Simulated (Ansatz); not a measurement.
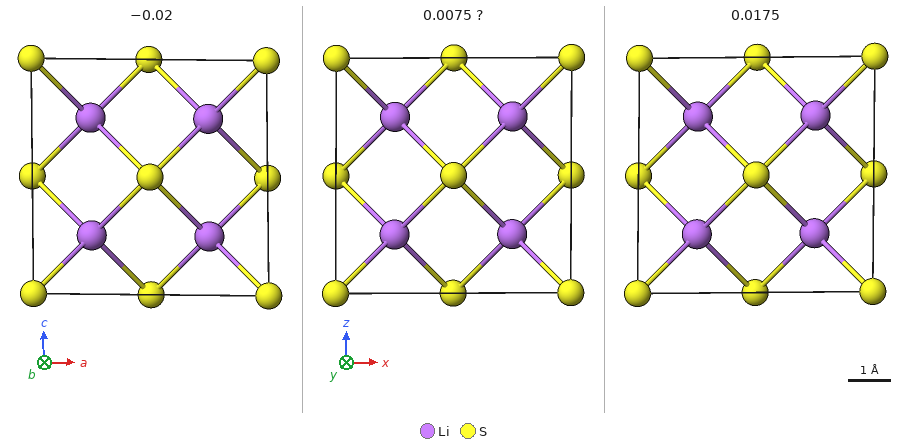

A scan of solid Li2S (Fm-3m): the cell is strained in shear in the xz plane, with the atoms kept at their fractional coordinates. x, y and z are the Cartesian axes of the input. A ball-and-stick model of the conventional cell (4 times the calculation's cell), seen along the b axis. Lengths and directions refer to the drawn axes.

Method: Ansatz, DFT PBE, scalar-relativistic, plane waves, PAW. Settings: plane-wave cutoff 420 eV; k-point mesh 8 × 8 × 8; occupations gaussian; smearing width 0.05 eV; no spin polarisation. Energies (free energies at the smearing named) are counted from the cell as listed in its source, which wasn't relaxed.

| engineering shear strain | ΔE (meV/atom) |
| --- | --- |
| −0.0200 | 0.68 |
| −0.0100 | 0.17 |
| 0.0000 | 0.00 |
| 0.0025 | 0.01 |
| 0.0050 | 0.04 |
| 0.0075 | ? |
| 0.0125 | 0.27 |
| 0.0150 | 0.38 |
| 0.0175 | 0.52 |

Q: Fill in the missing row.

A: A straight line between the two neighbours gives 0.12 meV/atom. A cubic through the four nearest rows (0.0025, 0.0050, 0.0125, 0.0150) gives, with Lagrange weights, (−0.3000)(0.01) + (1.0000)(0.04) + (0.5000)(0.27) + (−0.2000)(0.38) = 0.10 meV/atom. The calculation gives 0.10 meV/atom, so the cubic is right to the digits shown and the straight line 0.02 meV/atom too high.

The whole profile:

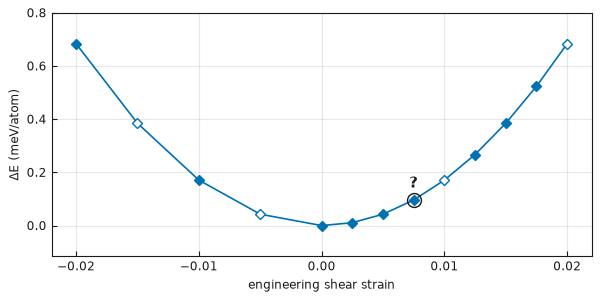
